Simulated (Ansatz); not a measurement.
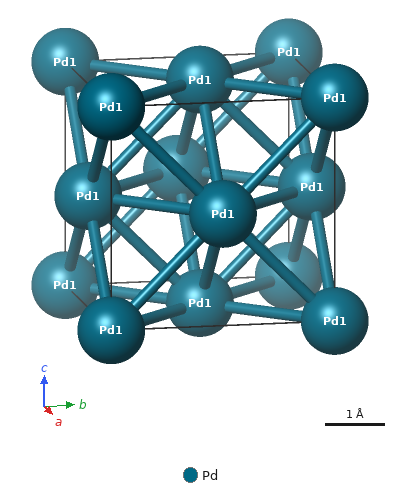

**Figure 1.** The input geometry (ball-and-stick view of the cell 4 times as large as that of the calculation, set on its symmetry axes, seen slightly off an axis; atoms are numbered from 1 in the order of the input).

Geometry relaxation, with input and output: Pd

The run: geometry relaxation of Pd (Fm-3m, 1 atom in the cell). Method and program: DFT PBE, scalar-relativistic, plane waves, PAW, no spin polarisation (Ansatz 0.2.0).

The structure derives from a Materials Project entry. Figures and captions count atoms from 1; the log counts them from 0 in places.

## The input
```yaml
crystal:
  lattice:
    - [0.0, 1.95865079, 1.95865079]
    - [1.95865079, 0.0, 1.95865079]
    - [1.95865079, 1.95865079, 0.0]
  atoms:
    - { symbol: Pd, position: [0.0, 0.0, 0.0] }
basis:
  ecutwfc: 420
kpoints:
  mp_grid: { grid: [18, 18, 18] }
hamiltonian:
  xc: pbe
scf:
  occupations: { method: gaussian, width: 0.1 }
output:
  forces: true
  stress: true
  eigenvalues: true
  write_density: true
  write_potential: true
  elf: true
  volumetric_format: npy
relax:
  adjacent_minimum: "off"
  f_tol: 0.005
  max_steps: 80
  cell: { stress_tol: 0.05 }
```

Machine: 8 threads of Intel Xeon @ 2.70GHz, 189 GiB of memory available, shared host.

Launch command:
```bash
ansatz run input.yaml --threads 8 --pin off --max-ram 20480MiB --backend cpu --events-out ev --progress --plain --runs-dir out
```

## The program's output
```
Engine: ansatz 0.2.0, x86_64-unknown-linux-gnu
Pseudopotentials: kind: paw
Pseudopotential: Pd, paw, valence charge 18, recommended cutoff 420 eV (normal), Pd.paw.azcp
Functional definition: PBE
  parameter kappa = 0.804
  parameter beta = 0.06672455060314922
  exchange = pbe_x(kappa = kappa, mu = beta*pi^2/3)
  correlation = pbe_c(beta = beta)
Crystal: 1 atoms, lattice volume = 15.028 Å³
Basis set: ecut = 420 eV, 283 PW (Γ), exchange–correlation on 40×40×40 points (8 copies of the dense FFT grid, shifted against one another)
Bands: 13, of which v1, the nominal top of the filled ones, is band 9 counted from 1 (8 counted from 0)
Symmetry: 48 space group operations
Space group: Fm-3m (ITA 225), of the structure as read, at distance tolerance 2.5e-5 Å
k-points: 195 of 5832
Non-local potential: Pd, projectors of the file, l = 0: 2, l = 1: 2, l = 2: 2, l = 3: 1
PAW form: soft (Blöchl's): semilocal exchange-correlation on the pseudo side does not see the compensation charge
PAW one-centre angular grid: Pd, 590 points (default); XC on 64 Gauss nodes
Initial density: superposition of atomic densities (neutral atoms: chi_scale 0, normalization atom), corrected by the library's trained network
Initial wavefunctions: pseudopotential atomic-orbital guess
Functional: x = pbe(κ = 0.804, μ = 0.2195149727645171), c = pbe(β = 0.06672455060314922)
SCF iter   1: F=—  HF=-6972.854933 eV  |F-HF|=—  |Δ(HF+E_count)|=         —  Δρ=4.51e-3  dr2=1.42e-3  ethr=1.77e-3  ⟨swp⟩=5.0  Hψ=14679  notcnv=0
preconditioner: auto → none  [metal: Δε(μ)=0.004 eV  Ē_g=14.048 eV  σ=0.100 eV  W_gap=0.02  n_scr=8 (ndim 8)  ℏωp=30.3 eV  f_vac=0.000  D(μ)=2.38/eV (n_scr^D=50)  sad-step TF]
SCF iter   2: F=—  HF=-6972.854692 eV  |F-HF|=—  |Δ(HF+E_count)|=   2.41e-4  Δρ=2.11e-3  dr2=1.81e-4  ethr=7.91e-6  ⟨swp⟩=1.1  Hψ=4130  notcnv=0
SCF iter   3: F=—  HF=-6972.854782 eV  |F-HF|=—  |Δ(HF+E_count)|=   9.08e-5  Δρ=5.76e-4  dr2=3.05e-5  ethr=1.00e-6  ⟨swp⟩=1.0  Hψ=2535  notcnv=0
SCF iter   4: F=—  HF=-6972.854785 eV  |F-HF|=—  |Δ(HF+E_count)|=   2.23e-6  Δρ=7.48e-5  dr2=2.81e-7  ethr=1.70e-7  ⟨swp⟩=2.1  Hψ=3361  notcnv=0
iter 5 did not close the SCF: its close was put off for the readings that it lacked (scf_convergence_deferred on its scf_iter line)
SCF iter   5: F=-6972.854785 eV  HF=-6972.854785 eV  |F-HF|=7.68e-9  |Δ(HF+E_count)|=   2.59e-7  Δρ=1.46e-5  dr2=1.71e-8  ethr=1.56e-9  ⟨swp⟩=2.7  Hψ=4388  notcnv=0
SCF iter   6: F=-6972.854785 eV  HF=-6972.854785 eV  |F-HF|=4.42e-10  |Δ(HF+E_count)|=   3.85e-9  Δρ=3.37e-6  dr2=9.42e-10  ethr=9.51e-11  ⟨swp⟩=5.0  Hψ=11884  notcnv=0
SCF 1 converged in 6 iterations: F = -6972.854785 eV  dr2 = 9.42e-10
  greatest PAW one-centre occupation: 0.999 electrons in one spin orbital (limit 2), on the Pd atom at site 0 (counted from 0), in its partial waves of l = 0
relax step   1: F+E_penalty+E_count = -6972.85478491 eV  Δ(F+E_penalty+E_count) = +0.000e0 eV  max|allowed force component| = 0.000e0 eV/Å  Δτ_max = 0.0000 Å  P = +3.369 GPa  Ω = 15.028 Å³  (6 SCF iters, dr2 threshold 1.00e-7 eV, accepted)
Crystal: 1 atoms, lattice volume = 15.523 Å³
Basis set: ecut = 420 eV, 307 PW (Γ), exchange–correlation on 40×40×40 points (8 copies of the dense FFT grid, shifted against one another)
Initial density: handed on by an earlier stage of this run
Initial wavefunctions: those handed on with the density
iter 1 solved again at ethr=6.81e-6 eV; its pass at ethr=3.10e-3 eV (dr2=1.23e-3 eV) is discarded
SCF iter   1: F=—  HF=-6972.856442 eV  |F-HF|=—  |Δ(HF+E_count)|=         —  Δρ=3.20e-3  dr2=1.51e-3  ethr=6.81e-6  ⟨swp⟩=1.5  Hψ=17167  notcnv=0
preconditioner: auto → none  [metal: Δε(μ)=0.007 eV  Ē_g=13.739 eV  σ=0.100 eV  W_gap=0.04  n_scr=8 (ndim 8)  ℏωp=29.8 eV  f_vac=0.000  D(μ)=2.48/eV (n_scr^D=50)]
SCF iter   2: F=—  HF=-6972.856220 eV  |F-HF|=—  |Δ(HF+E_count)|=   2.22e-4  Δρ=2.03e-3  dr2=3.06e-4  ethr=6.81e-6  ⟨swp⟩=2.0  Hψ=3480  notcnv=0
SCF iter   3: F=—  HF=-6972.856149 eV  |F-HF|=—  |Δ(HF+E_count)|=   7.10e-5  Δρ=7.56e-4  dr2=4.66e-5  ethr=1.70e-6  ⟨swp⟩=2.2  Hψ=3664  notcnv=0
SCF iter   4: F=—  HF=-6972.856149 eV  |F-HF|=—  |Δ(HF+E_count)|=   8.51e-8  Δρ=1.68e-4  dr2=2.15e-6  ethr=2.59e-7  ⟨swp⟩=1.0  Hψ=2535  notcnv=0
SCF iter   5: F=-6972.856149 eV  HF=-6972.856149 eV  |F-HF|=6.56e-9  |Δ(HF+E_count)|=   3.32e-7  Δρ=1.93e-5  dr2=2.34e-8  ethr=5.56e-10  ⟨swp⟩=5.4  Hψ=13794  notcnv=0
SCF 2 converged in 5 iterations: F = -6972.856149 eV  dr2 = 2.34e-8
relax step   2: F+E_penalty+E_count = -6972.85614936 eV  Δ(F+E_penalty+E_count) = -1.364e-3 eV  max|allowed force component| = 0.000e0 eV/Å  Δτ_max = 0.0000 Å  P = -2.165 GPa  Ω = 15.523 Å³  energy of the carried Pulay correction = -1.973e-4 eV  (5 SCF iters, dr2 threshold 1.00e-7 eV, accepted)
Crystal: 1 atoms, lattice volume = 15.326 Å³
iter 1 solved again at ethr=1.16e-6 eV; its pass at ethr=3.10e-3 eV (dr2=2.09e-4 eV) is discarded
SCF iter   1: F=—  HF=-6972.857686 eV  |F-HF|=—  |Δ(HF+E_count)|=         —  Δρ=1.27e-3  dr2=2.38e-4  ethr=1.16e-6  ⟨swp⟩=2.1  Hψ=17028  notcnv=0
preconditioner: auto → none  [metal: Δε(μ)=0.008 eV  Ē_g=13.849 eV  σ=0.100 eV  W_gap=0.04  n_scr=8 (ndim 8)  ℏωp=30.0 eV  f_vac=0.000  D(μ)=2.44/eV (n_scr^D=50)]
SCF iter   2: F=—  HF=-6972.857651 eV  |F-HF|=—  |Δ(HF+E_count)|=   3.48e-5  Δρ=7.98e-4  dr2=4.72e-5  ethr=1.16e-6  ⟨swp⟩=2.0  Hψ=3483  notcnv=0
SCF iter   3: F=—  HF=-6972.857638 eV  |F-HF|=—  |Δ(HF+E_count)|=   1.36e-5  Δρ=2.96e-4  dr2=6.76e-6  ethr=2.62e-7  ⟨swp⟩=2.3  Hψ=3733  notcnv=0
SCF iter   4: F=—  HF=-6972.857638 eV  |F-HF|=—  |Δ(HF+E_count)|=   4.68e-8  Δρ=5.82e-5  dr2=2.45e-7  ethr=3.76e-8  ⟨swp⟩=1.0  Hψ=2535  notcnv=0
SCF iter   5: F=-6972.857638 eV  HF=-6972.857638 eV  |F-HF|=7.23e-10  |Δ(HF+E_count)|=   4.06e-8  Δρ=6.04e-6  dr2=2.08e-9  ethr=5.56e-10  ⟨swp⟩=6.1  Hψ=11494  notcnv=0
SCF 3 converged in 5 iterations: F = -6972.857638 eV  dr2 = 2.08e-9
relax step   3: F+E_penalty+E_count = -6972.85763768 eV  Δ(F+E_penalty+E_count) = -1.488e-3 eV  max|allowed force component| = 0.000e0 eV/Å  Δτ_max = 0.0000 Å  P = -0.095 GPa  Ω = 15.326 Å³  energy of the carried Pulay correction = -1.194e-4 eV  (5 SCF iters, dr2 threshold 1.00e-7 eV, accepted)
Crystal: 1 atoms, lattice volume = 15.317 Å³
iter 1 solved again at ethr=2.23e-9 eV; its pass at ethr=3.10e-3 eV (dr2=4.01e-7 eV) is discarded
SCF iter   1: F=—  HF=-6972.857643 eV  |F-HF|=—  |Δ(HF+E_count)|=         —  Δρ=5.91e-5  dr2=4.85e-7  ethr=2.23e-9  ⟨swp⟩=2.0  Hψ=16334  notcnv=0
preconditioner: auto → none  [metal: Δε(μ)=0.007 eV  Ē_g=13.860 eV  σ=0.100 eV  W_gap=0.04  n_scr=8 (ndim 8)  ℏωp=30.0 eV  f_vac=0.000  D(μ)=2.44/eV (n_scr^D=50)]
SCF iter   2: F=—  HF=-6972.857644 eV  |F-HF|=—  |Δ(HF+E_count)|=   2.84e-7  Δρ=3.71e-5  dr2=9.51e-8  ethr=2.23e-9  ⟨swp⟩=2.0  Hψ=3479  notcnv=0
SCF iter   3: F=-6972.857644 eV  HF=-6972.857644 eV  |F-HF|=1.33e-9  |Δ(HF+E_count)|=   1.91e-8  Δρ=1.42e-5  dr2=1.66e-8  ethr=1.25e-10  ⟨swp⟩=6.2  Hψ=11576  notcnv=0
SCF 4 converged in 3 iterations: F = -6972.857644 eV  dr2 = 1.66e-8
relax step   4: F+E_penalty+E_count = -6972.85764366 eV  Δ(F+E_penalty+E_count) = -5.979e-6 eV  max|allowed force component| = 0.000e0 eV/Å  Δτ_max = 0.0000 Å  P = -0.001 GPa  Ω = 15.317 Å³  energy of the carried Pulay correction = -1.160e-4 eV  (3 SCF iters, dr2 threshold 2.26e-8 eV, accepted)
Initial wavefunctions: pseudopotential atomic-orbital guess (no wavefunctions were taken with the density)
iter 1 solved again at ethr=1.26e-8 eV; its pass at ethr=3.10e-3 eV (dr2=2.26e-6 eV) is discarded
SCF iter   1: F=—  HF=-6972.857737 eV  |F-HF|=—  |Δ(HF+E_count)|=         —  Δρ=1.75e-4  dr2=1.44e-7  ethr=1.26e-8  ⟨swp⟩=2.6  Hψ=20686  notcnv=0
SCF iter   2: F=—  HF=-6972.857748 eV  |F-HF|=—  |Δ(HF+E_count)|=   1.01e-5  Δρ=8.78e-5  dr2=4.24e-8  ethr=8.00e-10  ⟨swp⟩=2.5  Hψ=3771  notcnv=0
SCF iter   3: F=—  HF=-6972.857751 eV  |F-HF|=—  |Δ(HF+E_count)|=   3.11e-6  Δρ=2.43e-5  dr2=2.98e-8  ethr=2.35e-10  ⟨swp⟩=2.0  Hψ=3522  notcnv=0
SCF iter   4: F=—  HF=-6972.857751 eV  |F-HF|=—  |Δ(HF+E_count)|=   1.67e-7  Δρ=2.05e-6  dr2=1.15e-10  ethr=1.66e-10  ⟨swp⟩=2.1  Hψ=3526  notcnv=0
SCF iter   5: F=-6972.857751 eV  HF=-6972.857751 eV  |F-HF|=1.82e-12  |Δ(HF+E_count)|=   1.18e-9  Δρ=6.55e-8  dr2=1.75e-13  ethr=1.00e-12  ⟨swp⟩=3.8  Hψ=10673  notcnv=0
SCF 5 converged in 5 iterations: F = -6972.857751 eV  dr2 = 1.75e-13
relax step   5: F+E_penalty+E_count = -6972.85775081 eV  Δ(F+E_penalty+E_count) = -1.072e-4 eV  max|allowed force component| = 0.000e0 eV/Å  Δτ_max = 0.0000 Å  P = -0.014 GPa  Ω = 15.317 Å³  stress off target by 1.36e-2 GPa  SCF on the basis re-selected at this cell (its energy is not comparable with the rows above)  (5 SCF iters)
```

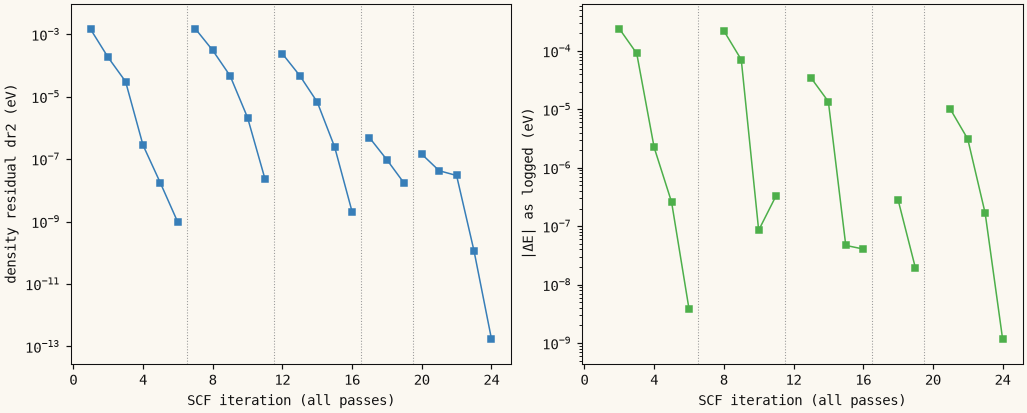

**Figure 2.** Convergence of the self-consistent field: density residual dr2 and size of the energy change against the SCF iteration. The dotted lines part the SCF passes of the relaxation: geometry steps, rejected trials and re-solves on a re-selected basis. The 5 passes take 3 to 6 iterations each, 24 in all.

```
basis re-selected at this cell: Δ(F+E_penalty+E_count) = -1.072e-4 eV, ΔP = -0.013 GPa vs the last step (what re-selecting the basis moved, of the pressure what is left beyond the Pulay correction that the steps carried, after the strain that the cell walked since its last selection, with what the two solves' SCF thresholds leave and, on support functions, any second-order correction that the steps lacked; it is no measure of the basis error at this ecutwfc). This SCF's stress stands 1.36e-2 GPa from its target on what of the cell is left free (relax.cell.stress_tol is 5.00e-2 GPa) and its largest allowed force component is 0.00e0 eV/Å (relax.f_tol is 5.00e-3 eV/Å): within both
SCF converged after 5 iterations
Free energy (F): -6972.857751 eV
Harris-Foulkes:  -6972.857751 eV  (|F-HF|=1.82e-12)
Internal energy: -6972.845543 eV  (E = F + TS)
E sigma→0 (E₀):  -6972.851647 eV
Entropy (-TS):   -0.012208 eV (-12.208 meV/atom)
Fermi energy:    18.828549 eV
--- Per-component energies (eV) ---
  E_band       = -151.779828
  E_kinetic    = 513.130404
  E_local      = -1801.610390  (includes V_loc(G=0)·N_el)
  E_nonlocal   = 217.195339
  E_hartree    = 730.105624
  E_xc         = -168.480529
  E_vxc        = -211.359556  (∫ρ·V_xc dr)
  E_paw        = -3750.191408  (= ΣΔE_a)
  E_vpaw       = -329.347086  (= ΣTr[D̂ρ^β])
  E_aug_tail   = 0.000199  (compensation charges beyond the density's cutoff)
  E_ewald      = -2712.994782
  E_smearing   = -0.012208  (= −TS)
  E_closure    = 0.000000  (closes the sum)
  Σ components = -6972.857751   (vs F -6972.857751, Δ=0.00e0)
--- Forces (eV/Å), atoms counted from 1 ---
  atom   1  Pd     0.00000000     0.00000000     0.00000000
  max |Σ_I F_I| component: 1.64e-32 eV/Å
--- Stress (GPa, compression-positive) ---
       -0.013643      -0.000000      -0.000000
       -0.000000      -0.013643      -0.000000
       -0.000000      -0.000000      -0.013643
  P = ⅓ Tr σ = -0.0136 GPa (-0.136 kbar)
--- Band table (eV; the first three rows and the last of 195) ---
  k-point 0: bands = ["-65.1826", "-30.7101", "-30.7101", "-30.7101", "11.9639", "16.1550", "16.1550", "16.1550", "17.6711", "17.6711", "35.8304", "40.3394", "40.3394"]
  k-point 1: bands = ["-65.1812", "-30.7211", "-30.7117", "-30.7117", "12.0730", "16.1175", "16.1922", "16.1922", "17.6535", "17.6535", "35.9398", "39.6140", "40.4576"]
  k-point 2: bands = ["-65.1773", "-30.7527", "-30.7162", "-30.7162", "12.3888", "16.0238", "16.2892", "16.2892", "17.6168", "17.6168", "36.1652", "38.1331", "40.7954"]
  k-point 194: bands = ["-65.1217", "-30.9655", "-30.9300", "-30.8473", "14.7151", "15.3090", "16.0133", "17.6378", "19.1022", "26.7921", "28.2456", "28.8778", "30.1814"]
--- Relaxed structure (4 steps of the walk, 4 accepted, 1 SCFs on fresh bases) ---
  F+E_penalty+E_count = -6972.85775081 eV   max|allowed force component| = 0.000e0 eV/Å   (the final SCF, on the basis selected at the relaxed cell)
  cell:  # Å, volume = 15.3170 Å³
    - [1.5405538879794496e-34, 1.9711248609963374, 1.9711248609963374]
    - [1.9711248609963374, 2.1774753922740514e-34, 1.9711248609963374]
    - [1.9711248609963374, 1.9711248609963374, -1.4091888278476867e-34]
  atoms:
    - { symbol: Pd, position: [0.0, 0.0, 0.0] }
```

## Trajectory as extended XYZ (Å, eV, eV/Å), 5 frames, from step=1 to step=5
```
1
Lattice="0.0000 1.9587 1.9587 1.9587 0.0000 1.9587 1.9587 1.9587 0.0000" Properties=species:S:1:pos:R:3:forces:R:3 step=1 energy=-6972.85479 pressure_GPa=3.37
Pd    0.0000    0.0000    0.0000    0.0000   0.0000   0.0000
1
Lattice="0.0000 1.9799 1.9799 1.9799 0.0000 1.9799 1.9799 1.9799 0.0000" Properties=species:S:1:pos:R:3:forces:R:3 step=2 energy=-6972.85615 pressure_GPa=-2.16
Pd    0.0000    0.0000    0.0000    0.0000   0.0000   0.0000
1
Lattice="0.0000 1.9715 1.9715 1.9715 0.0000 1.9715 1.9715 1.9715 0.0000" Properties=species:S:1:pos:R:3:forces:R:3 step=3 energy=-6972.85764 pressure_GPa=-0.09
Pd    0.0000    0.0000    0.0000    0.0000   0.0000   0.0000
1
Lattice="0.0000 1.9711 1.9711 1.9711 0.0000 1.9711 1.9711 1.9711 0.0000" Properties=species:S:1:pos:R:3:forces:R:3 step=4 energy=-6972.85764 pressure_GPa=-0.00
Pd    0.0000    0.0000    0.0000    0.0000   0.0000   0.0000
1
Lattice="0.0000 1.9711 1.9711 1.9711 0.0000 1.9711 1.9711 1.9711 0.0000" Properties=species:S:1:pos:R:3:forces:R:3 step=5 energy=-6972.85775 pressure_GPa=-0.01
Pd    0.0000    0.0000    0.0000    0.0000   0.0000   0.0000
```

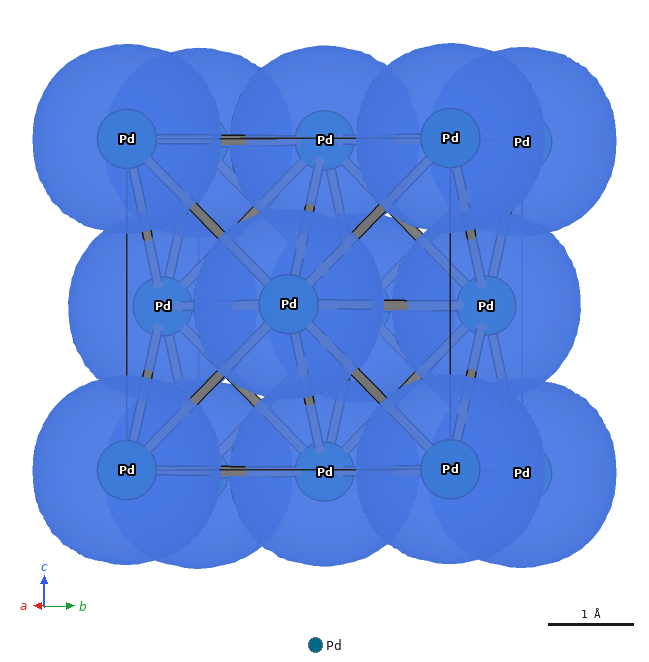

**Figure 3.** Isosurface of the valence charge density (pseudo) at 0.4 e/Å³ (blue), seen at an oblique angle. Sticks mark near contacts. The outline is the cell set on symmetry axes. At this value the density breaks into separate islands; it holds about 85 % of the electrons treated as valence (semicore included). It is pinched off along the Pd–Pd (2.79 Å) contacts. On the grid the lowest density along these lines, outside the cores, is 0.28 e/Å³ (Pd–Pd, 2.79 Å). In a PAW calculation such maps are meaningful between the atoms, not at the nuclei.

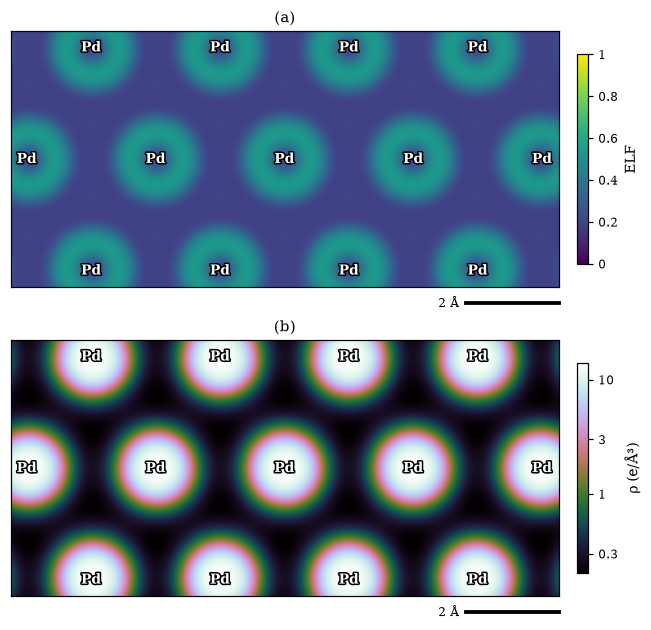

**Figure 4.** (a) ELF; (b) valence electron density on the (111) plane of the conventional cell. Atoms in the plane: Pd. Pd–Pd (2.79 Å): the density is about 0.28 e/Å³ at the midpoint; the ELF is about 0.20 at the midpoint (no shared electron pair). Away from the nuclei the density in this plane falls to 0.2 e/Å³ at its lowest. The strong features right at Pd lie inside the PAW spheres (semicore, d or f shells) and say nothing about bonding.

## Results in brief

- outcome: converged
- space group (tolerance 0.01 Å): Fm-3m (225)
- electrons treated: 18
- free energy: −6972.8578 eV
- Fermi energy: 18.829 eV
- gap on the k-point mesh: none (metallic)
- pressure: −0.01 GPa
- final volume: 15.32 Å³
- largest force (length of the vector) at the end: under 0.001 eV/Å
- final cell: a = 2.788 Å, b = 2.788 Å, c = 2.788 Å, α = 60.00°, β = 60.00°, γ = 60.00°
- wall time: 3.2 s (CPU time 16 s)
- peak memory: 0.37 GiB
